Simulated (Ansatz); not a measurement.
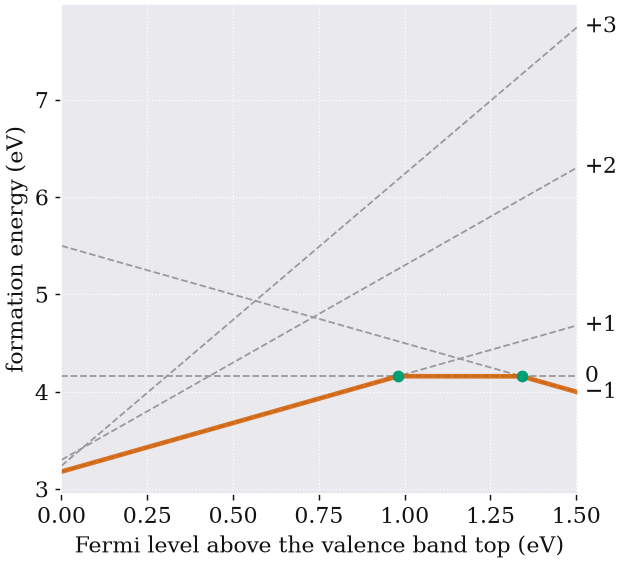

The plot gives the computed formation energy of each charge state against the Fermi level for vacancy (removed As) in AlAs. The thick line follows the lowest charge state; the axis spans the host's computed gap.

Cell as given: a = 4.050 Å, b = 4.050 Å, c = 4.050 Å, α = 60.00°, β = 60.00°, γ = 60.00°; 2 atoms.

Method: charge states of a point defect in a periodic supercell, each relaxed, energies over the elements' standard states with the Fermi level at the host's valence band top, point-charge and potential alignment terms added, no band filling term, levels over that top; plane waves with PAW datasets; energies extrapolated to zero smearing (Ansatz 0.2.0). Level: PBE, allowed.

host atoms in supercell 32; wave cutoff 420 eV; k mesh 2×2×2; occupations Gaussian; smearing width 0.01 eV; k shift (0.5, 0.5, 0.5) (mesh steps); start displacement 0 Å; defect kind vacancy; removed element As; defect place (0.75, 0.75, 0.75) (fraction of the host cell vector); host gap 1.504 eV; static dielectric xx yy zz (11.56, 11.56, 11.56).

Q: At which Fermi levels does the stable charge change?

A: The stable charge changes at 0.98 eV (+1/0) and 1.34 eV (0/−1) above the valence band top.

Q: Which charge is stable in p-type, intrinsic and n-type conditions?

A: The lowest state is +1 at the valence band top, +1 at mid-gap and −1 at the conduction band bottom, 1.50 eV higher.

Q: What is the formation energy at mid-gap?

A: With the Fermi level at mid-gap the formation energy is 3.9 eV against the elements' standard states.

Limits of the calculation: a crossing between the sampled k points may be missed; charged cell in a neutralising background; coarse k mesh; fractional moment from partly filled bands; moments loosely converged; narrow smearing for a metal; potential alignment in doubt; small supercell; symmetry that the supercell leaves at the site kept.
